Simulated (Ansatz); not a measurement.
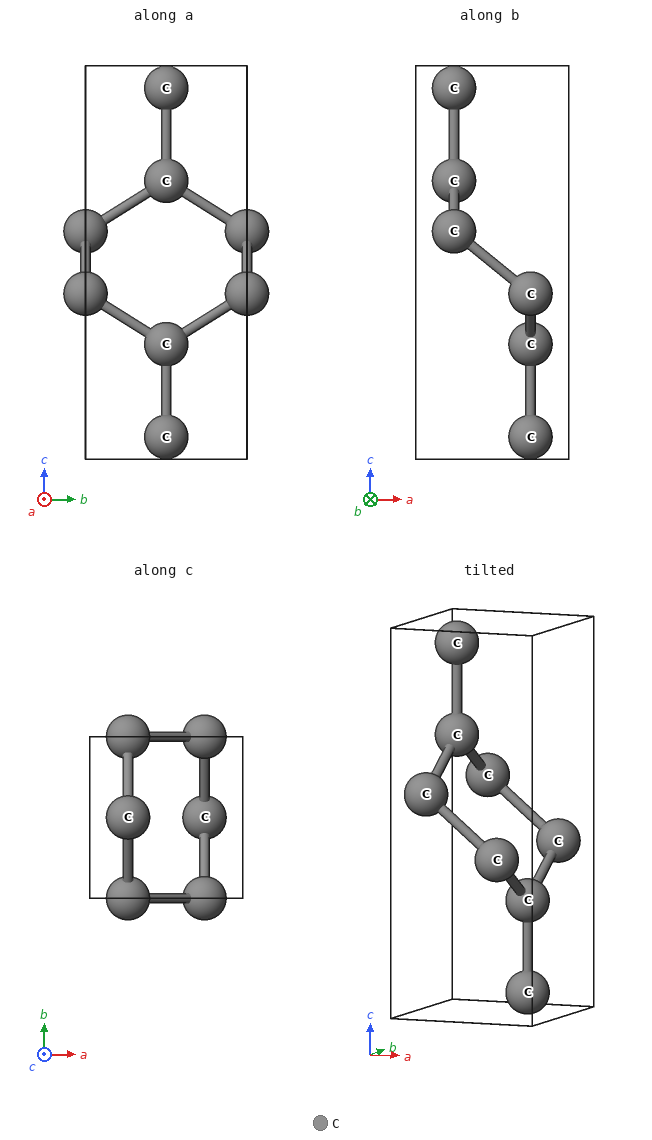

Ball-and-stick representation of a periodic structure, projected along the a axis, along the b axis, along the c axis and slightly off an axis. The frame is the conventional unit cell; atoms at its boundary are shown with their periodic copies.

Lattice parameters: a = 2.433 Å, b = 2.569 Å, c = 6.265 Å, α = 90.00°, β = 90.00°, γ = 90.00°.

> Give the structure in the form of a table of Wyckoff sites, with free fractional coordinates to two decimals.

Space group Pmma (No. 51).
```
atom  site     x     y     z
   C    2e  0.25  0.00  0.58
   C    2f  0.75  0.50  0.06
   C    2f  0.75  0.50  0.29
```

The structure was taken from a random cell made by a generator, so it need not be a real form of the element. Atoms and cell were optimised with DFT PBE, scalar-relativistic, plane waves, PAW in Ansatz 0.2.0.
